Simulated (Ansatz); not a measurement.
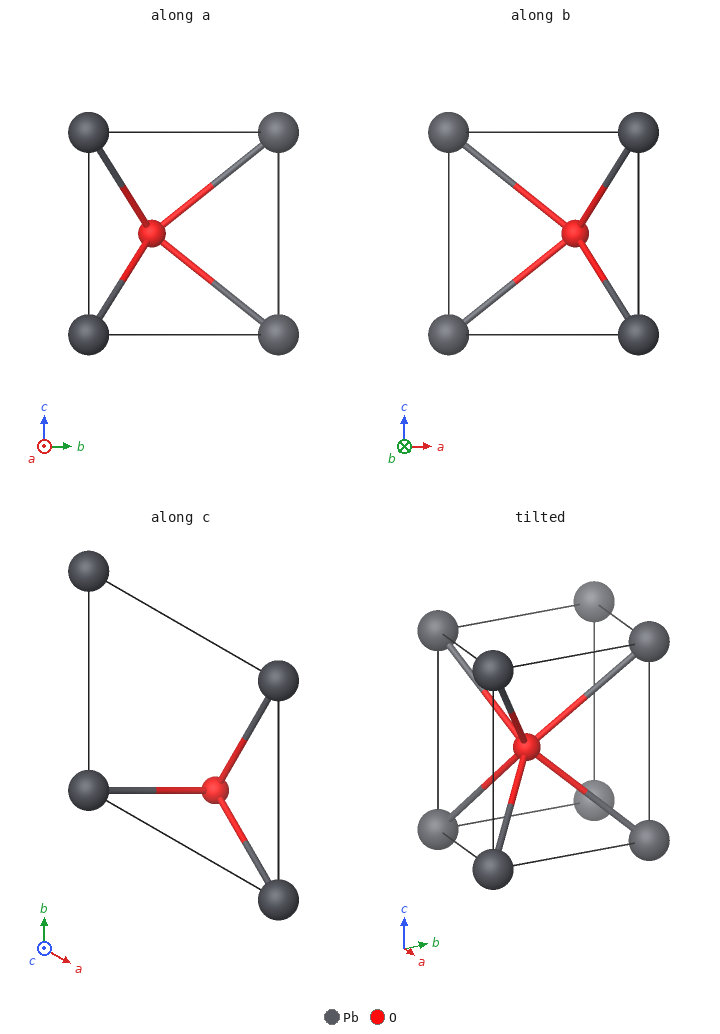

The crystal in a ball-and-stick representation, seen along the a axis, along the b axis, along the c axis and slightly off an axis. The conventional unit cell is outlined; an atom on or near a face, edge or corner is repeated at each equivalent position.

Lattice parameters: a = 3.568 Å, b = 3.568 Å, c = 3.295 Å, α = 90.00°, β = 90.00°, γ = 120.00°.

Question: Convert the drawing into a table of Wyckoff sites.

Answer: Space group P-6m2 (No. 187).
```
atom  site       x       y       z
  Pb    1a  0.0000  0.0000  0.0000
   O    1f  0.6667  0.3333  0.5000
```

The cell started as a structure type filled with these elements by a generator (whether the compound takes this form wasn't checked). Cell shown after relaxation with DFT PBE, scalar-relativistic, plane waves, PAW in Ansatz.
